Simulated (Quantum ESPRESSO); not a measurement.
# ZnS (F-43m): from the cell to the phonon bands, part 3 of 5

Wanted: phonon bands, density of states and zone-centre response of ZnS (F-43m).

Quantum ESPRESSO 7.5; DFT PBE, scalar-relativistic, plane waves, PseudoDojo norm-conserving pseudopotentials.

So far, highest frequency (cm⁻¹): step 7 (interpolated phonon bands) 326.

The database entry behind the starting cell differs from later determinations by our own check (about 0.1 % short), so it need not match the best structure at ambient conditions.

### 8. Sums over the zone

Sums over the zone need many more wavevectors than were solved, so the interpolation is sampled on a dense mesh.

The input, matdyn.in:

```
 &input
    asr='simple',
    flfrc='x.fc',
    dos=.true.,
    fldos='x.dos',
    nk1=14,
    nk2=14,
    nk3=14,
    deltaE=1.0,
 /
```

Started as:

```
$ matdyn.x -in matdyn.in > matdyn.out
```

Log:

```text
[banner, memory and clock lines left out]
Program MATDYN v.7.5

 mass for atomic type   1 not given; uses mass from file x.fc
 mass for atomic type   2 not given; uses mass from file x.fc
```

Elapsed: 2.5 s, on 1 thread of Arm Neoverse V1, shared host.

This step gave:

| Quantity | Value |
| --- | --- |
| share of modes beyond 3i cm⁻¹ on the dense interpolated mesh | 0 |
| zero-point energy per atom | 37.62 meV |
| heat capacity at 300 K | 22.75 J/(mol atoms K) |
| vibrational entropy at 300 K | 30.48 J/(mol atoms K) |

The phonon density of states has structure finer than the step of the table below, so its rows give means over 20 cm⁻¹, whole bins alone (the curve runs from 0 to 326 cm⁻¹). Peaks (cm⁻¹: height): total 90.0: 0.0466, 174.0: 0.0489, 288.0: 0.0986, 308.0: 0.0950; S 288.0: 0.0855, 308.0: 0.0867; Zn 90.0: 0.0383, 174.0: 0.0464, 274.0: 0.0172, 308.0: 0.00836.

Tetrahedra. Phonon density of states against wavenumber; means over each step; values in 1/cm⁻¹/cell:

| wavenumber (cm⁻¹) | total | S | Zn |
| --- | --- | --- | --- |
| 20 | 7.1e-4 | 2.3e-4 | 4.8e-4 |
| 40 | 0.00386 | 0.00115 | 0.00271 |
| 60 | 0.0141 | 0.00366 | 0.0105 |
| 80 | 0.0403 | 0.00840 | 0.0319 |
| 100 | 0.0233 | 0.00418 | 0.0191 |
| 120 | 0.0186 | 0.00319 | 0.0154 |
| 140 | 0.00790 | 0.00144 | 0.00646 |
| 160 | 0.0118 | 0.00153 | 0.0103 |
| 180 | 0.0268 | 0.00142 | 0.0254 |
| 200 | 0.00253 | 6.9e-5 | 0.00246 |
| 220 | 0 | 0 | 0 |
| 240 | 0 | 0 | 0 |
| 260 | 0.0110 | 0.00788 | 0.00314 |
| 280 | 0.0754 | 0.0606 | 0.0149 |
| 300 | 0.0289 | 0.0259 | 0.00298 |

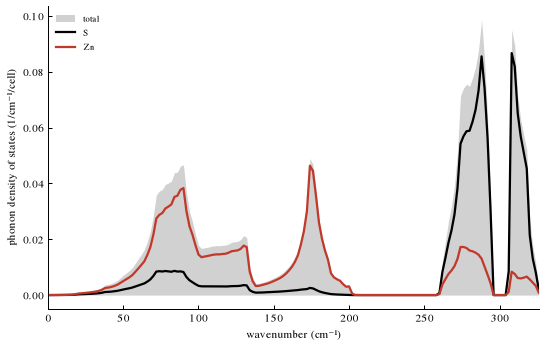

Phonon density of states against wavenumber.

Harmonic thermodynamic functions per atom, summed over the density of states scaled to three modes an atom; melting is ignored. Thermodynamic functions:

| T (K) | F_vib (meV/atom) | S (J/mol-atom/K) | C_V (J/mol-atom/K) |
| --- | --- | --- | --- |
| 0 | 37.62 | 0 | 0 |
| 50 | 37.13 | 3.176 | 6.124 |
| 100 | 33.8 | 9.749 | 13.34 |
| 200 | 17.23 | 21.67 | 20.48 |
| 300 | -10.02 | 30.48 | 22.75 |
| 400 | -45.23 | 37.17 | 23.67 |
| 500 | -86.61 | 42.51 | 24.11 |
| 600 | -133 | 46.93 | 24.36 |
| 700 | -183.7 | 50.69 | 24.51 |
| 800 | -237.9 | 53.97 | 24.61 |
| 900 | -295.4 | 56.88 | 24.68 |
| 1000 | -355.7 | 59.48 | 24.73 |

At 300 K the heat capacity has reached 91 % of the Dulong-Petit value.

### 9. Modes with the sum rule

A rigid shift of the crystal must cost nothing, but grids and finite bases break this; the acoustic sum rule is imposed before the matrix is diagonalised again. With Born charges the intensities follow, and the static dielectric tensor.

The input, dynmat.in:

```
 &input
    fildyn='x.dyn1',
    asr='simple',
    fileig='dynmat.eig',
    lperm=.true.,
 /
```

Started as:

```
$ dynmat.x -in dynmat.in > dynmat.out
```

Log:

```text
[banner, memory and clock lines left out]
Program DYNMAT v.7.5

     Reading Dynamical Matrix from file x.dyn1
     ...Force constants read
     ...epsilon and Z* read
     A direction for q was not specified:TO-LO splitting will be absent

     Polarizability (A^3 units)
     multiply by 0.374688 for Clausius-Mossotti correction
        16.106583   -0.000000    0.000000
        -0.000000   16.106583    0.000000
         0.000000    0.000000   16.106583

     IR activities are in (D/A)^2/amu units

# mode   [cm-1]    [THz]      IR
    1     -0.00   -0.0000    0.0000
    2      0.00    0.0000    0.0000
    3      0.00    0.0000    0.0000
    4    259.52    7.7801    4.4383
    5    259.52    7.7801    4.4383
    6    259.52    7.7801    4.4383

Electronic dielectric permittivity tensor (relative, adimensional)
         6.006667   -0.000000    0.000000
        -0.000000    6.006667    0.000000
         0.000000    0.000000    6.006667

 ... with zone-center polar mode contributions
         9.483392    0.000000    0.000000
         0.000000    9.483392    0.000000
         0.000000    0.000000    9.483392
```

The job ended after 0.46 s (1 thread).

Read from the output:

```yaml
mean_static_dielectric_constant: 9.483
```

Unit eigenvectors of the mass-weighted matrix after the sum rule; no LO-TO term. The modes at Γ (shares of kinetic energy by element, %):

| mode | frequency (cm⁻¹) | symmetry | Zn % | S % |
| --- | --- | --- | --- | --- |
| 1 | 0.0 | acoustic | 67 | 33 |
| 2 | 0.0 | acoustic | 67 | 33 |
| 3 | 0.0 | acoustic | 67 | 33 |
| 4 | 259.5 | T2 | 33 | 67 |
| 5 | 259.5 | T2 | 33 | 67 |
| 6 | 259.5 | T2 | 33 | 67 |

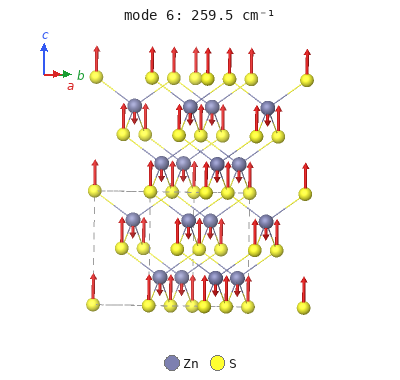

Displacement patterns of mode 6 at Γ; arrows are exaggerated. Bonds to atoms that aren't drawn are left out. 2×1×2 conventional cells are drawn. Some periodic images of atoms are drawn too.

Degenerate modes summed, no LO-TO term. Infrared lines, with heights relative to the strongest:

| position (cm⁻¹) | lines merged | label | IR intensity, relative |
| --- | --- | --- | --- |
| 260 | 3 | T2 | 100 |

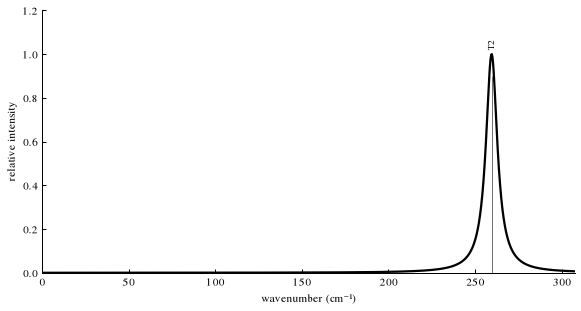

The infrared spectrum, broadened with Lorentzians of width 8 cm⁻¹; bars mark the lines.

Static dielectric tensor (ions relaxed, fixed cell):

```
9.48 0.00 0.00
0.00 9.48 0.00
0.00 0.00 9.48
```

The rule moves no optical mode by more than 0.1 cm⁻¹.

### 10. A frozen mode

The atoms are moved along one mode, by 0.015 Å at most in any Cartesian component, and the restoring forces give its frequency without the response code: a check of the response kernel of this functional.

The input, frozen.in:

```
 &control
    calculation='scf',
    prefix='x',
    outdir='./tmp',
    pseudo_dir='./pseudo',
    tprnfor=.true.,
 /
 &system
    ibrav=0,
    nat=2,
    ntyp=2,
    ecutwfc=92.0,
    occupations='fixed',
    nbnd=15,
 /
 &electrons
    conv_thr=1.0d-11,
    mixing_beta=0.7,
    electron_maxstep=100,
 /
ATOMIC_SPECIES
 Zn     65.3800  Zn.upf
 S      32.0600  S.upf
CELL_PARAMETERS angstrom
    -2.724027729    0.000000000    2.724027729
     0.000000000    2.724027729    2.724027729
    -2.724027729    2.724027729    0.000000000
ATOMIC_POSITIONS crystal
 Zn     0.248649852   0.248649852   0.251350148
 S      0.002753276   0.002753276  -0.002753276
K_POINTS automatic
 10 10 10 0 0 0
```

Started as:

```
$ OMP_NUM_THREADS=1 mpirun -n 4 pw.x -nk 4 -in frozen.in > frozen.out
```

Log:

```text
[banner, memory and clock lines left out]
Program PWSCF v.7.5

     Message from routine setup:
     using ibrav=0 with symmetry is DISCOURAGED, use correct ibrav instead

     G-vector sticks info

     bravais-lattice index     =            0
     lattice parameter (alat)  =       7.2799  a.u.
     unit-cell volume          =     272.8106 (a.u.)^3
     number of atoms/cell      =            2
     number of atomic types    =            2
     number of electrons       =        26.00
     number of Kohn-Sham states=           15
     kinetic-energy cutoff     =      92.0000  Ry
     charge density cutoff     =     368.0000  Ry
     scf convergence threshold =      1.0E-11
     mixing beta               =       0.7000
     number of iterations used =            8  plain     mixing
     Exchange-correlation= PBE
                           (   1   4   3   4   0   0   0)

     celldm(1)=   7.279900  celldm(2)=   0.000000  celldm(3)=   0.000000
     celldm(4)=   0.000000  celldm(5)=   0.000000  celldm(6)=   0.000000

     crystal axes: (cart. coord. in units of alat)
               a(1) = (  -0.707107   0.000000   0.707107 )
               a(2) = (   0.000000   0.707107   0.707107 )
               a(3) = (  -0.707107   0.707107   0.000000 )

     reciprocal axes: (cart. coord. in units 2 pi/alat)
               b(1) = ( -0.707107 -0.707107  0.707107 )
               b(2) = (  0.707107  0.707107  0.707107 )
               b(3) = ( -0.707107  0.707107 -0.707107 )

     PseudoPot. # 1 for Zn read from file:
     ./pseudo/Zn.upf
     Pseudo is Norm-conserving + core correction, Zval = 20.0
     Using radial grid of 1326 points,  6 beta functions with:
                l(1) =   0
                l(2) =   0
                l(3) =   1
                l(4) =   1
                l(5) =   2
                l(6) =   2

     PseudoPot. # 2 for S  read from file:
     ./pseudo/S.upf
     Pseudo is Norm-conserving + core correction, Zval =  6.0
     Using radial grid of 1148 points,  6 beta functions with:
                l(1) =   0
                l(2) =   0
                l(3) =   1
                l(4) =   1
                l(5) =   2
                l(6) =   2

     atomic species   valence    mass     pseudopotential
     Zn               20.00    65.38000     Zn( 1.00)
     S                 6.00    32.06000     S ( 1.00)

      4 Sym. Ops. (no inversion) found

   Cartesian axes

     site n.     atom                  positions (alat units)
         1        Zn     tau(   1) = (  -0.3535534   0.3535534   0.3516440  )
         2        S      tau(   2) = (  -0.0000000   0.0000000   0.0038937  )

     number of k points=   171

     Number of k-points >= 100: set verbosity='high' to print them.

     Dense  grid:    32647 G-vectors     FFT dimensions: (  45,  45,  45)

     Initial potential from superposition of free atoms

     starting charge      25.9998, renormalised to      26.0000
     Starting wfcs are   14 randomized atomic wfcs +    1 random wfcs

     per-process dynamical memory:    65.5 Mb

     Self-consistent Calculation

     iteration #  1     ecut=    92.00 Ry     beta= 0.70
     Davidson diagonalization with overlap
     ethr =  1.00E-02,  avg # of iterations =  4.9

     Threshold (ethr) on eigenvalues was too large:
     Diagonalizing with lowered threshold

     Davidson diagonalization with overlap
     ethr =  3.93E-04,  avg # of iterations =  1.8

     total energy              =    -440.17218112 Ry
     estimated scf accuracy    <       0.09945117 Ry

     iteration #  2     ecut=    92.00 Ry     beta= 0.70
     Davidson diagonalization with overlap
     ethr =  3.83E-04,  avg # of iterations =  2.2

     total energy              =    -440.20139399 Ry
     estimated scf accuracy    <       0.04694925 Ry

     iteration #  3     ecut=    92.00 Ry     beta= 0.70
     Davidson diagonalization with overlap
     ethr =  1.81E-04,  avg # of iterations =  2.0

     total energy              =    -440.21106516 Ry
     estimated scf accuracy    <       0.00053431 Ry

     iteration #  4     ecut=    92.00 Ry     beta= 0.70
     Davidson diagonalization with overlap
     c_bands:  1 eigenvalues not converged
     ethr =  2.06E-06,  avg # of iterations =  4.3

     total energy              =    -440.21114956 Ry
     estimated scf accuracy    <       0.00004696 Ry

     iteration #  5     ecut=    92.00 Ry     beta= 0.70
     Davidson diagonalization with overlap
     ethr =  1.81E-07,  avg # of iterations =  2.0

     total energy              =    -440.21115456 Ry
     estimated scf accuracy    <       0.00000242 Ry

     iteration #  6     ecut=    92.00 Ry     beta= 0.70
     Davidson diagonalization with overlap
     ethr =  9.30E-09,  avg # of iterations =  2.1

     total energy              =    -440.21115548 Ry
     estimated scf accuracy    <       0.00000013 Ry

     iteration #  7     ecut=    92.00 Ry     beta= 0.70
     Davidson diagonalization with overlap
     ethr =  4.84E-10,  avg # of iterations =  2.4

     total energy              =    -440.21115552 Ry
     estimated scf accuracy    <          5.6E-09 Ry

     iteration #  8     ecut=    92.00 Ry     beta= 0.70
     Davidson diagonalization with overlap
     ethr =  2.14E-11,  avg # of iterations =  3.1

     total energy              =    -440.21115552 Ry
     estimated scf accuracy    <          4.0E-09 Ry

     iteration #  9     ecut=    92.00 Ry     beta= 0.70
     Davidson diagonalization with overlap
     ethr =  1.54E-11,  avg # of iterations =  2.0

     total energy              =    -440.21115552 Ry
     estimated scf accuracy    <          3.8E-11 Ry

     iteration # 10     ecut=    92.00 Ry     beta= 0.70
     Davidson diagonalization with overlap
     ethr =  1.45E-13,  avg # of iterations =  2.7

     End of self-consistent calculation

     Number of k-points >= 100: set verbosity='high' to print the bands.

     highest occupied, lowest unoccupied level (ev):     6.9734    8.9621

!    total energy              =    -440.21115552 Ry
     estimated scf accuracy    <          3.4E-12 Ry

     The total energy is the sum of the following terms:
     one-electron contribution =    -361.89590655 Ry
     hartree contribution      =     185.78981472 Ry
     xc contribution           =     -51.24835406 Ry
     ewald contribution        =    -212.85670963 Ry

     convergence has been achieved in  10 iterations

     Forces acting on atoms (cartesian axes, Ry/au):

     atom    1 type  1   force =     0.00000000    0.00000000    0.00463059
     atom    2 type  2   force =    -0.00000000   -0.00000000   -0.00463059

     Total force =     0.006549     Total SCF correction =     0.000000

     XML data file, charge density, pseudopotentials, collected wavefunctions
```

Wall time 55 s (4 MPI ranks); 3.7 min of CPU time.

Read from the output:

```yaml
gap_on_the_k_mesh: 1.989 eV
frequency_from_the_forces: 259.5 cm⁻¹
frequency_from_linear_response: 259.5 cm⁻¹
```

The forces give 259.5 cm⁻¹ against 259.5 cm⁻¹ from linear response after the sum rule.

### 11. Sum rules set otherwise: a sum rule for molecules or wires on a crystal

This rule also removes rotations, which suits wires and not a crystal; it is tried to see the harm.

The input, dynmat.in:

```
 &input
    fildyn='x.dyn1',
    asr='one-dim',
    fileig='dynmat.eig',
    lperm=.true.,
 /
```

Started as:

```
$ dynmat.x -in dynmat.in > dynmat.out
```

Log:

```text
[banner, memory and clock lines left out]
Program DYNMAT v.7.5

     Reading Dynamical Matrix from file x.dyn1
     ...Force constants read
     ...epsilon and Z* read
asr rotation axis in 1D system=    3
     Acoustic Sum Rule: || Z*(ASR) - Z*(orig)|| =    2.876889E+00
     Acoustic Sum Rule: ||dyn(ASR) - dyn(orig)||=    2.192721E-01
     A direction for q was not specified:TO-LO splitting will be absent

     Polarizability (A^3 units)
     multiply by 0.374688 for Clausius-Mossotti correction
        16.106583   -0.000000    0.000000
        -0.000000   16.106583    0.000000
         0.000000    0.000000   16.106583

     IR activities are in (D/A)^2/amu units

# mode   [cm-1]    [THz]      IR
    1     -0.00   -0.0000    0.0000
    2     -0.00   -0.0000    0.0000
    3     -0.00   -0.0000    0.0000
    4      0.00    0.0000    0.0000
    5    259.50    7.7795    4.4383
    6    259.50    7.7795    4.4383

Electronic dielectric permittivity tensor (relative, adimensional)
         6.006667   -0.000000    0.000000
        -0.000000    6.006667    0.000000
         0.000000    0.000000    6.006667

 ... with zone-center polar mode contributions
         7.745312   -1.738645   -0.000000
        -1.738645    7.745312    0.000000
        -0.000000    0.000000    9.483958
```

It took 0.46 s on 1 thread.

The run ended normally, but on settings that are not sound.

The fault: a sum rule for molecules or wires on a crystal; 1 optical mode is projected out to zero frequency, as if it were a rotation, and the static dielectric tensor is spoilt.

For a crystal the rule has to be 'simple' or 'crystal'.

Zone-centre frequencies as printed; negative means imaginary. Modes:

| mode | frequency (cm⁻¹) |
| --- | --- |
| 1 | 0 |
| 2 | 0 |
| 3 | 0 |
| 4 | 0 |
| 5 | 259.5 |
| 6 | 259.5 |

### 12. The LO-TO splitting (1 0 0)

A longitudinal polar mode sets up a macroscopic field that stiffens it; the term hangs on the direction from which q goes to zero.

The input, dynmat.in:

```
 &input
    fildyn='x.dyn1',
    asr='simple',
    fileig='dynmat.eig',
    q(1)=1.0,
    q(2)=0.0,
    q(3)=0.0,
 /
```

Started as:

```
$ dynmat.x -in dynmat.in > dynmat.out
```

Log:

```text
[banner, memory and clock lines left out]
Program DYNMAT v.7.5

     Reading Dynamical Matrix from file x.dyn1
     ...Force constants read
     ...epsilon and Z* read

     Polarizability (A^3 units)
     multiply by 0.374688 for Clausius-Mossotti correction
        16.106583   -0.000000    0.000000
        -0.000000   16.106583    0.000000
         0.000000    0.000000   16.106583

     IR activities are in (D/A)^2/amu units

# mode   [cm-1]    [THz]      IR
    1     -0.00   -0.0000    0.0000
    2     -0.00   -0.0000    0.0000
    3      0.00    0.0000    0.0000
    4    259.52    7.7801    4.4383
    5    259.52    7.7801    4.4383
    6    326.08    9.7758    4.4383
```

Run time: 0.45 s. Hardware: 1 thread.

Read from the output:

```
highest mode moved by the LO-TO term : 326.1 cm⁻¹
```

Zone-centre frequencies as printed; negative means imaginary. Modes:

| mode | frequency (cm⁻¹) |
| --- | --- |
| 1 | 0 |
| 2 | 0 |
| 3 | 0 |
| 4 | 259.5 |
| 5 | 259.5 |
| 6 | 326.1 |

The field moves one mode, from 260 to 326 cm⁻¹; the others stay.

### 13. The dispersion under another sum rule (asr no)

The sum rule corrects the force constants themselves, so it can shift branches at any wavevector, low ones most.

The input, matdyn.in:

```
 &input
    asr='no',
    flfrc='x.fc',
    flfrq='x.freq',
    flvec='x.modes',
    q_in_band_form=.true.,
    q_in_cryst_coord=.true.,
 /
8
  0.0000000   0.0000000   0.0000000   8  ! GAMMA
  0.0000000   0.5000000   0.5000000   8  ! X
  0.0000000   0.6250000   0.3750000   1  ! U
 -0.3750000   0.3750000  -0.0000000   8  ! K
  0.0000000   0.0000000   0.0000000   8  ! GAMMA
  0.0000000   0.5000000  -0.0000000   8  ! L
 -0.2500000   0.5000000   0.2500000   8  ! W
  0.0000000   0.5000000   0.5000000   1  ! X
```

Started as:

```
$ matdyn.x -in matdyn.in > matdyn.out
```

Log:

```text
[banner, memory and clock lines left out]
Program MATDYN v.7.5

 mass for atomic type   1 not given; uses mass from file x.fc
 mass for atomic type   2 not given; uses mass from file x.fc
```

Elapsed: 0.47 s, on 1 thread.

This step gave:

* lowest frequency on the path: -3.111 cm⁻¹

Matdyn.x, sum rule no. The phonon branches at the labelled points (cm⁻¹):

| point | branch 1 | branch 2 | branch 3 | branch 4 | branch 5 | branch 6 |
| --- | --- | --- | --- | --- | --- | --- |
| Γ | -3 | -3 | -3 | 260 | 260 | 326 |
| X | 90 | 90 | 204 | 292 | 292 | 308 |
| U | 86 | 128 | 182 | 286 | 293 | 307 |
| jump to K | 86 | 128 | 182 | 286 | 293 | 307 |
| Γ | -3 | -3 | -3 | 260 | 260 | 326 |
| L | 70 | 70 | 188 | 273 | 273 | 319 |
| W | 101 | 132 | 174 | 288 | 295 | 305 |
| X | 90 | 90 | 204 | 292 | 292 | 308 |

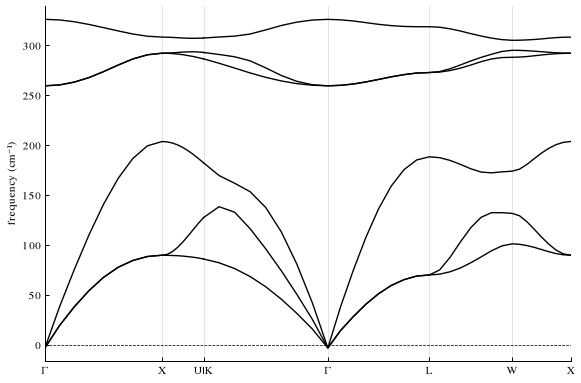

Phonon branches along the path.

At the labelled points the branches move by no more than 3.2 cm⁻¹.

### 14. Self-consistent run for the response, volume × 0.97

Bonds stiffen under compression, so frequencies follow the volume; the atoms are not relaxed anew.

The input, scf.in:

```
 &control
    calculation='scf',
    prefix='x',
    outdir='./tmp',
    pseudo_dir='./pseudo',
    tprnfor=.true.,
    tstress=.true.,
 /
 &system
    ibrav=0,
    nat=2,
    ntyp=2,
    ecutwfc=92.0,
    occupations='fixed',
    nbnd=15,
 /
 &electrons
    conv_thr=1.0d-12,
    mixing_beta=0.7,
    electron_maxstep=100,
 /
ATOMIC_SPECIES
 Zn     65.3800  Zn.upf
 S      32.0600  S.upf
CELL_PARAMETERS angstrom
    -2.696510416    0.000000000    2.696510416
     0.000000000    2.696510416    2.696510416
    -2.696510416    2.696510416    0.000000000
ATOMIC_POSITIONS crystal
 Zn     0.250000000   0.250000000   0.250000000
 S      0.000000000   0.000000000   0.000000000
K_POINTS automatic
 10 10 10 0 0 0
```

Started as:

```
$ OMP_NUM_THREADS=1 mpirun -n 4 pw.x -nk 4 -in scf.in > scf.out
```

Log:

```text
[banners, grids, parts of the stress and lines that vanish by symmetry left out]
[banner, memory and clock lines left out]
Program PWSCF v.7.5

[...]
kinetic-energy cutoff     =      92.0000  Ry
     charge density cutoff     =     368.0000  Ry
     scf convergence threshold =      1.0E-12
[...]
Exchange-correlation= PBE
                           (   1   4   3   4   0   0   0)
[...]
24 Sym. Ops. (no inversion) found
[...]
number of k points=    47
[...]
End of self-consistent calculation
[...]
highest occupied, lowest unoccupied level (ev):     7.3914    9.5309
!    total energy              =    -440.21064770 Ry
[...]
convergence has been achieved in  11 iterations
[...]
atom    1 type  1   force =     0.00000000    0.00000000    0.00000000
     atom    2 type  2   force =     0.00000000    0.00000000    0.00000000
     Total force =     0.000000     Total SCF correction =     0.000000
[...]
total   stress  (Ry/bohr**3)                   (kbar)     P=       22.28
[...]
XML data file, charge density, pseudopotentials, collected wavefunctions
```

Elapsed: 18 s, on 4 MPI ranks; 70 s of CPU time.

This step gave:

```
volume per atom   : 19.61 Å³
pressure          : 2.228 GPa
gap on the k-mesh : 2.140 eV
```

[end of part 3 of 5]

[Host names and launcher messages were left out of these logs when they were recorded.]

[Logs are printed without paths, hosts, clocks, repeated set-up lines and the standing remarks that a program may print on its own settings, such as how far it seeks lower states.]

[Hosts, paths, dates, database ids (printed as entryN), source tags and the programs' standing remarks are cut or masked in the printed files.]
